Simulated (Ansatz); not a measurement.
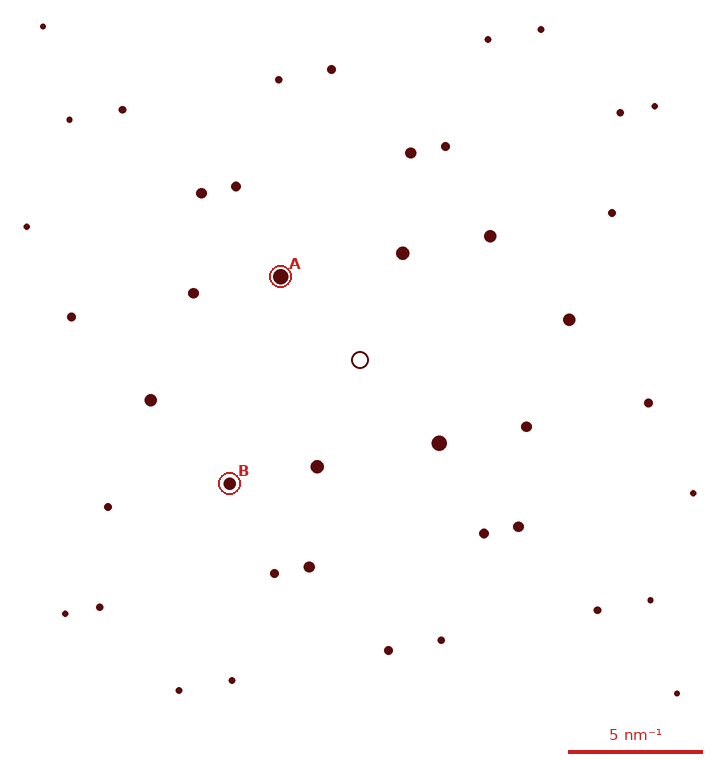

Simulated selected-area electron diffraction pattern (300 kV, kinematic approximation, thin crystal, B = 1 Å² for all atoms). Two individuals of a reflection twin are superposed (a geometric construction: whether this twin forms is not tested; the second individual is smaller and so fainter). Crystal: Au, space group P6_3/mmc (No. 194), a = 2.972 Å, c = 4.637 Å (hexagonal axes), zone axis [210]. Structure: coordinates from a relaxation at fixed volume with DFT HSE06, scalar-relativistic, plane waves, PAW in Ansatz 0.2.0; the starting structure was generated, so it need not be a known form of this composition.

In the first individual spot A is 0 0 -2 and spot B is -1 2 0.

Question: Find the twin plane.

Answer: (1-22). The spot positions of the combined pattern are mirror-symmetric about the row through 1 -2 2 (d = 1.251 Å), which both individuals share, while a single individual has only symmetry 2mm without that mirror line. Friedel's law adds a mirror line at right angles, along which no low-index reflection lies.

Question: Which other reflections coincide?

Answer: Within the frame only the reflections of the common row coincide.
